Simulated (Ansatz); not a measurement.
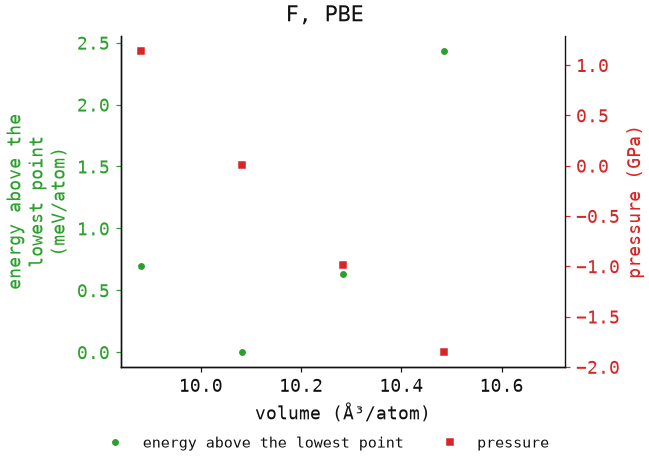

The plot gives the computed energy above the lowest point and pressure against volume for F, space group Im-3m (No. 229) (one of a set of cubic test structures, which need not be the stable phase).

Computed with Ansatz 0.2.0 development build: equation of state of a cubic crystal from periodic Kohn-Sham density functional theory without spin, third-order Birch-Murnaghan fit to the free energies; pressure corrected for the finite basis. Level: PBE.

- structure type: bcc
- atoms in cell: 1
- space group number: 229
- lattice centring: body-centred primitive
- k mesh: 28×28×28
- occupation method: Fermi–Dirac
- occupation width: 0.06123 eV
- wave cutoff: 1050 eV
- datasets: hand-made PAW
- density tolerance: 1e−09 eV
- bands: 8
- density cutoff ratio: 4
- search for lower states: default

The point at volume 10.69 Å³/atom is left out of the plot. What does the calculation give there?

```tsv
volume (Å³/atom)	energy above the lowest point (meV/atom)	pressure (GPa)
10.69	5.25	-2.612
```

Keep in mind: cubic model structure, not the ambient form; no spin polarisation, a magnetic state may lie lower.
